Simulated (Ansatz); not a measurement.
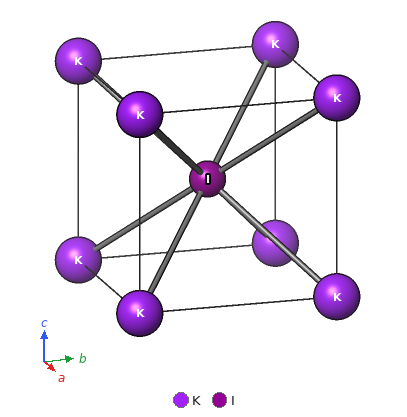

This ball-and-stick model is shown slightly off an axis. The frame is the unit cell; atoms at its boundary are shown with their periodic copies. Cell: a = 4.24 Å, b = 4.24 Å, c = 4.24 Å, α = 90.00°, β = 90.00°, γ = 90.05°.

The structure comes from a structure type filled with these elements by a generator (whether the compound takes this form wasn't checked). Earlier steps of the study may have refined or changed the cell and positions. Ansatz was used for an electronic-structure calculation on it.

**Characterise what is shown.**

The compound is KI. Within 0.01 Å the space group is Pm-3m (No. 221), primitive cubic: caesium chloride (CsCl, B2) type. Counting shared atoms by their share gives 1 K, 1 I, or 2 atoms. The neighbours of K are eight I in a cubic arrangement at about 3.7 Å. Each I atom has eight K in a cubic arrangement at about 3.7 Å around it. The bonds build a three-dimensional framework.

Results below were computed with DFT r2SCAN, scalar-relativistic, plane waves, PAW (Ansatz); the settings were 500 eV cutoff, a 6×6×6 grid in reciprocal space, Gaussian smearing of 0.02 eV, no spin polarisation.

**Is it conducting or gapped at this level?**

An insulator at this level, with a gap of 4.15 eV, indirect.

**Predict the Bader charges.**

K +0.83 e; I -0.83 e.

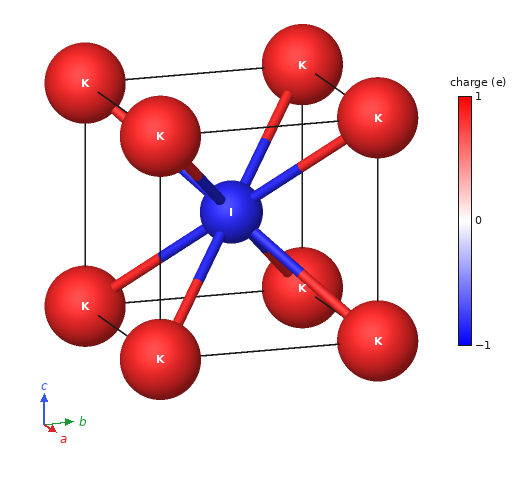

The atoms coloured by those charges. The run's cell of 2 atoms is drawn.

**Can this geometry be taken as optimised?**

No. All forces vanish to within 0.01 eV/Å. The pressure is 0.6 GPa, so the cell would expand.
